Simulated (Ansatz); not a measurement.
## Geometry relaxation, with input and output: Ni$_{3}$Si (part 1 of 2)

Ni$_{3}$Si (Pm-3m, 4 atoms in the cell), computed with DFT PBE, scalar-relativistic, plane waves, PAW, no spin polarisation (Ansatz 0.2.0).

The structure was made by a generator, so it may or may not be a known phase. Figures and captions count atoms from 1; the log counts them from 0 in places.

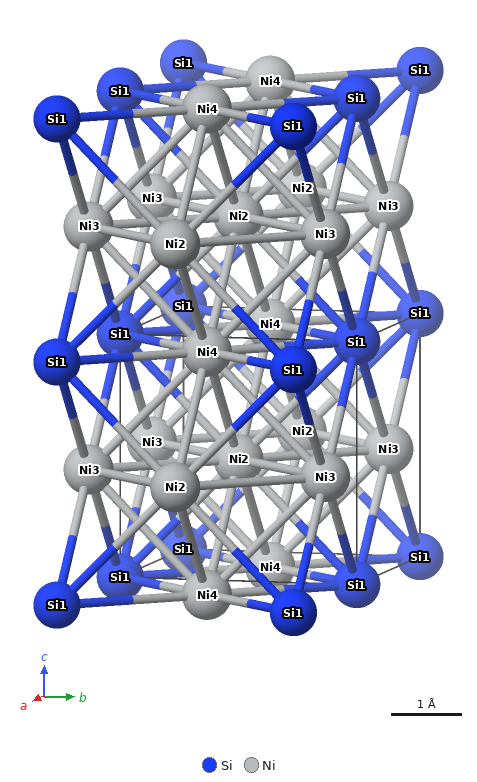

*The structure as given in the input (ball-and-stick view of the cell of the calculation, repeated 2 × 1 × 2, seen slightly off an axis; atoms are numbered from 1 in the order of the input). An atom can appear more than once, as a periodic image.*

Near neighbours in the periodic cell (some may lie outside the picture): Si has 12 Ni at 2.48 Å; Ni has 8 Ni at 2.48 Å and 4 Si at 2.48 Å.

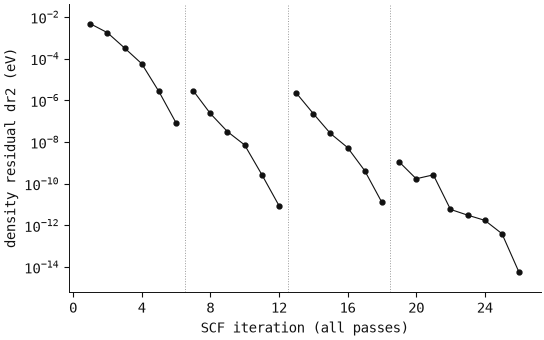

*Convergence of the self-consistent field: density residual dr2 against the SCF iteration. The dotted lines part the SCF passes of the relaxation: geometry steps, rejected trials and re-solves on a re-selected basis.*

The passes take 6, 6, 6 and 8 iterations.

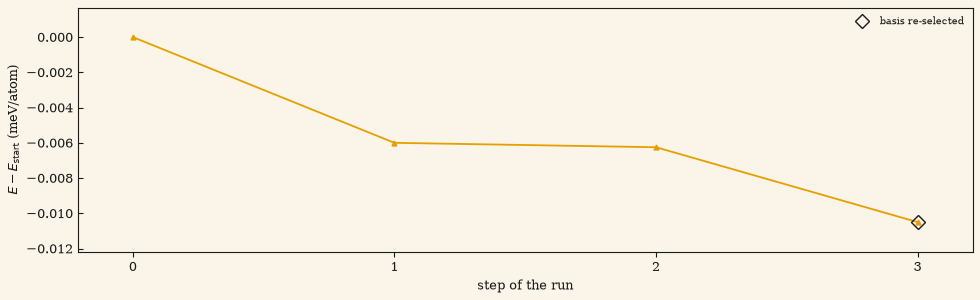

*Progress of the relaxation, step by step (the first geometry is step 0 here and step 1 in the log).*

After 2 geometry steps the energy has fallen by next to nothing (0.0 meV per atom). All forces vanish by symmetry, so only the cell relaxes. The pressure goes from 0.26 to 0.00 GPa. The atoms keep their places relative to the cell (all moves are under 0.005 Å). Cell: a = b = c 3.505 → 3.506 Å (0.0 %). Volume +0.1 %. The space group stays Pm-3m (No. 221). A last SCF at the same geometry on a re-selected plane-wave basis shifts the energy by next to nothing (0.0 meV per atom).

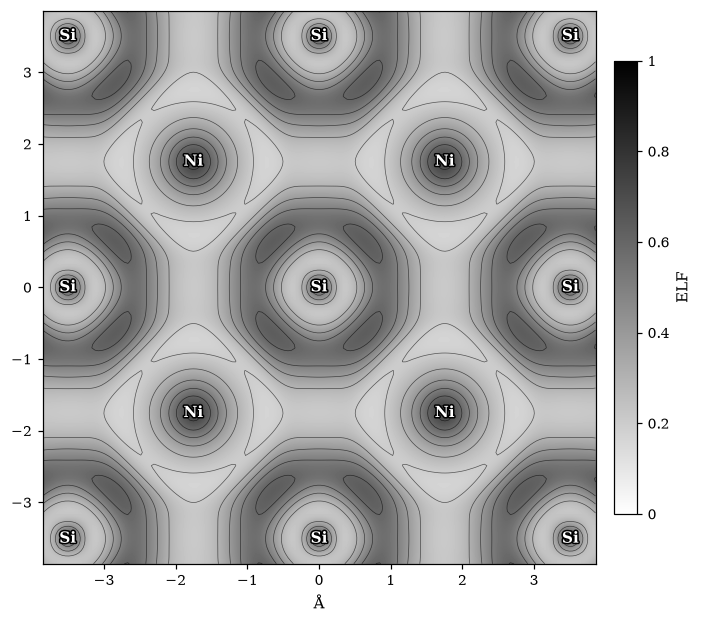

*Electron localisation function on the (001) plane of the conventional cell.*

Atoms in the plane: Si and Ni. Si–Ni (2.48 Å): the ELF is about 0.40 at the midpoint. The strong features right at Ni lie inside the PAW spheres (semicore, d or f shells) and say nothing about bonding. The fields are those of the smooth PAW valence density.

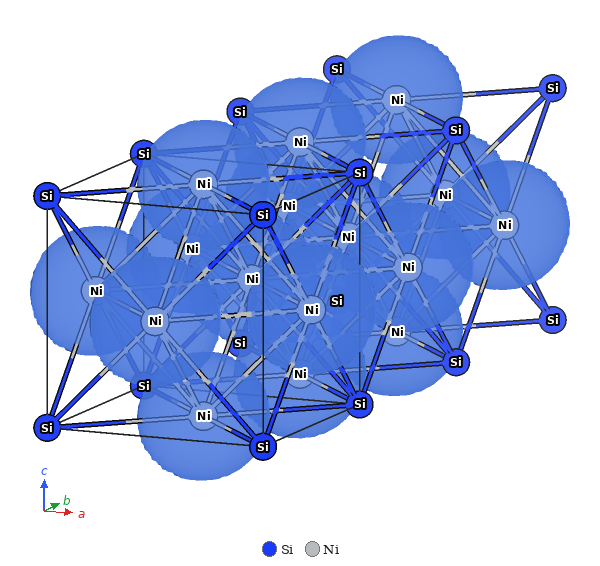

*Isosurface of the valence pseudo-density at 0.5 e/Å³ (blue), seen at an oblique angle. Sticks mark near contacts. The outline is the cell set on symmetry axes.*

At this value the density breaks into separate islands; it holds about 80 % of the electrons treated as valence (semicore included). It is pinched off along the Si–Ni (2.48 Å) and Ni–Ni (2.48 Å) contacts. On the grid the lowest density along these lines, outside the cores, is 0.36 e/Å³ (Si–Ni, 2.48 Å) and 0.34 e/Å³ (Ni–Ni, 2.48 Å).

The input and output of the run follow.

Input:
```yaml
crystal:
  lattice:
    - [3.5048936758, 0.0, 0.0]
    - [0.0, 3.5048936758, 0.0]
    - [0.0, 0.0, 3.5048936758]
  atoms:
    - { symbol: Si, position: [0.0, 0.0, 0.0] }
    - { symbol: Ni, position: [0.0, 0.5, 0.5] }
    - { symbol: Ni, position: [0.5, 0.0, 0.5] }
    - { symbol: Ni, position: [0.5, 0.5, 0.0] }
basis:
  ecutwfc: 420
kpoints:
  mp_grid: { grid: [14, 14, 14] }
hamiltonian:
  xc: pbe
scf:
  occupations: { method: gaussian, width: 0.1 }
output:
  forces: true
  stress: true
  eigenvalues: true
  write_density: true
  write_potential: true
  elf: true
  volumetric_format: npy
relax:
  adjacent_minimum: "off"
  f_tol: 0.01
  max_steps: 80
  cell: { stress_tol: 0.05 }
```

Command:
```bash
ansatz run input.yaml --threads 1 --pin off --max-ram 2560MiB --backend cpu --events-out ev --progress --plain --runs-dir out
```

What the program printed:
```
Engine: ansatz 0.2.0, x86_64-unknown-linux-gnu
Pseudopotentials: kind: paw
Pseudopotential: Si, paw, valence charge 4, recommended cutoff 420 eV (normal), Si.paw.azcp
Pseudopotential: Ni, paw, valence charge 18, recommended cutoff 420 eV (normal), Ni.paw.azcp
Functional definition: PBE
  parameter kappa = 0.804
  parameter beta = 0.06672455060314922
  exchange = pbe_x(kappa = kappa, mu = beta*pi^2/3)
  correlation = pbe_c(beta = beta)
Crystal: 4 atoms, lattice volume = 43.055 Å³
Basis set: ecut = 420 eV, 847 PW (Γ), exchange–correlation on 48×48×48 points (8 copies of the dense FFT grid, shifted against one another)
Bands: 35, of which v1, the nominal top of the filled ones, is band 29 counted from 1 (28 counted from 0)
Symmetry: 48 space group operations
Space group: Pm-3m (ITA 221), of the structure as read, at distance tolerance 3.5e-5 Å
k-points: 120 of 2744
Non-local potential: Si, projectors of the file, l = 0: 2, l = 1: 2, l = 2: 2
Non-local potential: Ni, projectors of the file, l = 0: 3, l = 1: 2, l = 2: 3, l = 3: 1
PAW form: soft (Blöchl's): semilocal exchange-correlation on the pseudo side does not see the compensation charge
PAW one-centre angular grid: Si, 110 points (default); XC on 64 Gauss nodes
PAW one-centre angular grid: Ni, 590 points (default); XC on 64 Gauss nodes
Initial density: superposition of atomic densities (neutral atoms: chi_scale 0, normalization atom), corrected by the library's trained network
Initial wavefunctions: pseudopotential atomic-orbital guess
Functional: x = pbe(κ = 0.804, μ = 0.2195149727645171), c = pbe(β = 0.06672455060314922)
SCF iter   1: F=—  HF=-18156.806317 eV  |F-HF|=—  |Δ(HF+E_count)|=         —  Δρ=3.32e-3  dr2=4.73e-3  ethr=1.77e-3  ⟨swp⟩=5.2  Hψ=15030  notcnv=0
preconditioner: auto → Kerker (q_TF=auto, 2.867 Å⁻¹)  [metal: Δε(μ)=0.018 eV  Ē_g=7.363 eV  σ=0.100 eV  W_gap=0.10  n_scr=18 (ndim 8)  ℏωp=33.0 eV  f_vac=0.001  D(μ)=2.01/eV (n_scr^D=18)]
SCF iter   2: F=—  HF=-18156.806290 eV  |F-HF|=—  |Δ(HF+E_count)|=   2.68e-5  Δρ=1.90e-3  dr2=1.76e-3  ethr=8.16e-6  ⟨swp⟩=2.1  Hψ=8034  notcnv=0
SCF iter   3: F=—  HF=-18156.805959 eV  |F-HF|=—  |Δ(HF+E_count)|=   3.31e-4  Δρ=8.62e-4  dr2=3.24e-4  ethr=3.04e-6  ⟨swp⟩=2.2  Hψ=5507  notcnv=0
SCF iter   4: F=—  HF=-18156.805898 eV  |F-HF|=—  |Δ(HF+E_count)|=   6.07e-5  Δρ=3.11e-4  dr2=5.71e-5  ethr=5.59e-7  ⟨swp⟩=1.8  Hψ=5145  notcnv=0
SCF iter   5: F=—  HF=-18156.805822 eV  |F-HF|=—  |Δ(HF+E_count)|=   7.59e-5  Δρ=8.76e-5  dr2=2.67e-6  ethr=9.85e-8  ⟨swp⟩=2.0  Hψ=5361  notcnv=0
SCF iter   6: F=-18156.805822 eV  HF=-18156.805822 eV  |F-HF|=4.61e-8  |Δ(HF+E_count)|=   2.54e-7  Δρ=1.43e-5  dr2=8.35e-8  ethr=1.72e-10  ⟨swp⟩=10.0  Hψ=31368  notcnv=0
SCF 1 converged in 6 iterations: F = -18156.805822 eV  dr2 = 8.35e-8
  greatest PAW one-centre occupation: 1.001 electrons in one spin orbital (limit 2), on the Ni atom at site 3 (counted from 0), in its partial waves of l = 1
relax step   1: F+E_penalty+E_count = -18156.80582218 eV  Δ(F+E_penalty+E_count) = +0.000e0 eV  max|allowed force component| = 5.098e-29 eV/Å  Δτ_max = 0.0000 Å  P = +0.260 GPa  Ω = 43.055 Å³  (6 SCF iters, dr2 threshold 1.00e-7 eV, accepted)
Crystal: 4 atoms, lattice volume = 43.082 Å³
Initial density: handed on by an earlier stage of this run
Initial wavefunctions: those handed on with the density
iter 1 solved again at ethr=5.01e-9 eV; its pass at ethr=3.10e-3 eV (dr2=2.91e-6 eV) is discarded
SCF iter   1: F=—  HF=-18156.805909 eV  |F-HF|=—  |Δ(HF+E_count)|=         —  Δρ=1.06e-4  dr2=2.92e-6  ethr=5.01e-9  ⟨swp⟩=2.0  Hψ=17938  notcnv=0
preconditioner: auto → Kerker (q_TF=auto, 2.867 Å⁻¹)  [metal: Δε(μ)=0.018 eV  Ē_g=7.348 eV  σ=0.100 eV  W_gap=0.10  n_scr=18 (ndim 8)  ℏωp=33.0 eV  f_vac=0.001  D(μ)=2.04/eV (n_scr^D=18)]
SCF iter   2: F=—  HF=-18156.805846 eV  |F-HF|=—  |Δ(HF+E_count)|=   6.29e-5  Δρ=2.80e-5  dr2=2.33e-7  ethr=5.01e-9  ⟨swp⟩=2.6  Hψ=6213  notcnv=0
iter 3 did not close the SCF: its close was put off for the readings that it lacked (scf_convergence_deferred on its scf_iter line)
SCF iter   3: F=-18156.805846 eV  HF=-18156.805846 eV  |F-HF|=1.03e-8  |Δ(HF+E_count)|=   5.63e-8  Δρ=9.80e-6  dr2=3.14e-8  ethr=4.02e-10  ⟨swp⟩=1.2  Hψ=4366  notcnv=0
iter 4 did not close the SCF: its close was put off for the readings that it lacked (scf_convergence_deferred on its scf_iter line)
SCF iter   4: F=-18156.805846 eV  HF=-18156.805846 eV  |F-HF|=4.09e-9  |Δ(HF+E_count)|=   1.81e-9  Δρ=4.48e-6  dr2=7.20e-9  ethr=5.42e-11  ⟨swp⟩=2.0  Hψ=6108  notcnv=0
iter 5 did not close the SCF: its close was put off for the readings that it lacked (scf_convergence_deferred on its scf_iter line)
SCF iter   5: F=-18156.805846 eV  HF=-18156.805846 eV  |F-HF|=2.18e-10  |Δ(HF+E_count)|=   1.27e-9  Δρ=7.24e-7  dr2=2.75e-10  ethr=1.24e-11  ⟨swp⟩=2.0  Hψ=4584  notcnv=0
SCF iter   6: F=-18156.805846 eV  HF=-18156.805846 eV  |F-HF|=1.46e-11  |Δ(HF+E_count)|=  8.73e-11  Δρ=1.84e-7  dr2=8.96e-12  ethr=1.00e-12  ⟨swp⟩=4.9  Hψ=20881  notcnv=0
SCF 2 converged in 6 iterations: F = -18156.805846 eV  dr2 = 8.96e-12
  greatest PAW one-centre occupation: 1.001 electrons in one spin orbital (limit 2), on the Ni atom at site 2 (counted from 0), in its partial waves of l = 1
relax step   2: F+E_penalty+E_count = -18156.80584577 eV  Δ(F+E_penalty+E_count) = -2.358e-5 eV  max|allowed force component| = 2.638e-29 eV/Å  Δτ_max = 0.0000 Å  P = +0.124 GPa  Ω = 43.082 Å³  energy of the carried Pulay correction = -9.016e-6 eV  (6 SCF iters, dr2 threshold 1.69e-7 eV, accepted)
Crystal: 4 atoms, lattice volume = 43.107 Å³
iter 1 solved again at ethr=3.95e-9 eV; its pass at ethr=3.10e-3 eV (dr2=2.29e-6 eV) is discarded
```
